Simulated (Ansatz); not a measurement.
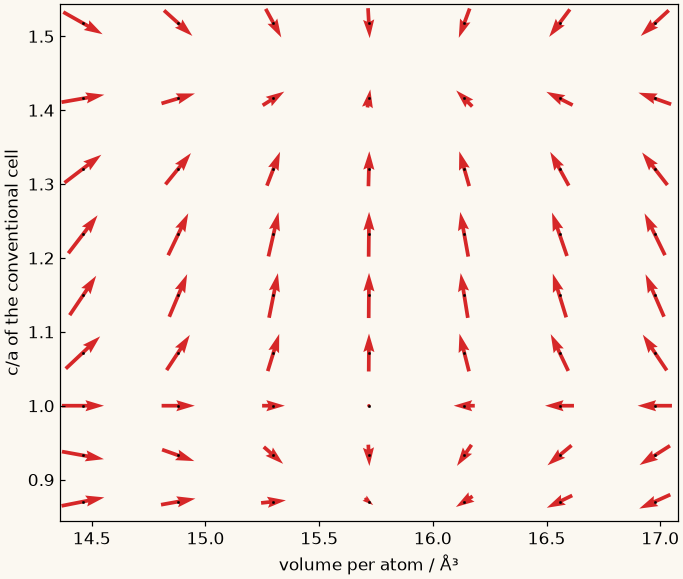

TiAl (Pm-3m, No. 221; 2 atoms in the cell). The energy is mapped over volume and the cell's shape. The first coordinate is: volume per atom; the second: c/a of the conventional cell. Nothing is relaxed (symmetry fixes all fractional coordinates). Grid: 7 × 9 points. Points are written as (first, second). Method: DFT PBEsol, scalar-relativistic, plane waves, PAW (Ansatz 0.2.0). Settings: cutoff 520 eV, k-mesh 16×16×16, gaussian smearing 0.15 eV, no spin polarisation.

The picture shows dots at the grid points, arrows along the force (downhill), their lengths compressed.

**The arrows alone are given. Where is the energy lowest?**

The arrows converge at about (15.78 Å³, 1.442) (read from the interpolated surface).

The energy map of the same scan:

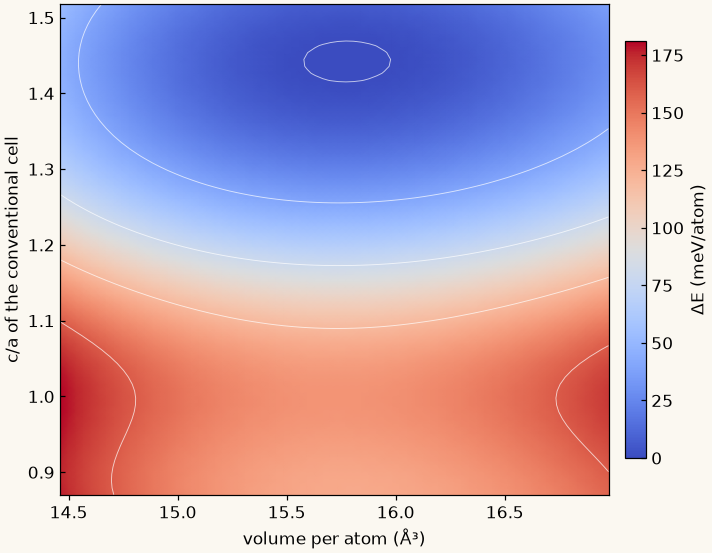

Energies are in meV/atom, from the lowest grid point; between grid points the surface is interpolated.

PAW datasets: the set soft_1.
